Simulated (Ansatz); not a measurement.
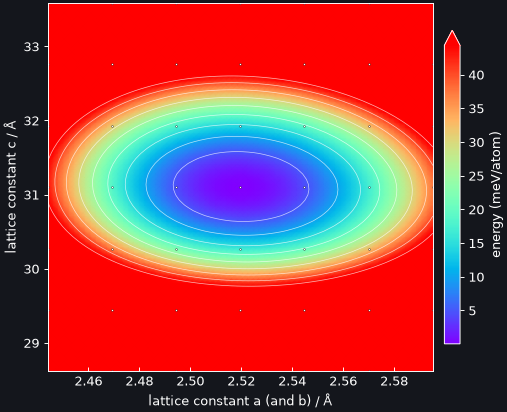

C (R-3m, No. 166; 10 atoms in the cell). The energy is mapped over the lattice constants a and c of the conventional cell. First axis: lattice constant a (and b). Second axis: lattice constant c. Nothing is relaxed (fractional coordinates fixed). The scan uses a 7 × 7 grid. Points are written as (first, second). Energies are in meV/atom, from the lowest grid point. Computed with DFT PBE, scalar-relativistic, plane waves, PAW (Ansatz 0.2.0). Settings: cutoff 520 eV, k-mesh 12×12×12, gaussian smearing 0.05 eV, no spin polarisation.

Drawn: a smooth colour map with a few white contour lines, dots at the grid points, one colour for all values above the top of the scale. Between grid points the surface is interpolated.

### Where is the minimum, and how stiff is the well along each coordinate?

The interpolated minimum is at lattice constant a (and b) ≈ 2.520 Å, lattice constant c ≈ 31.10 Å. The curvatures there are about 141 eV/Å² and 0.45 eV/Å², with a cross term of about 0.4 eV/Å² (per cell of 10 atoms). Round the minimum the two coordinates are nearly uncoupled.

PAW datasets: the set soft_1.
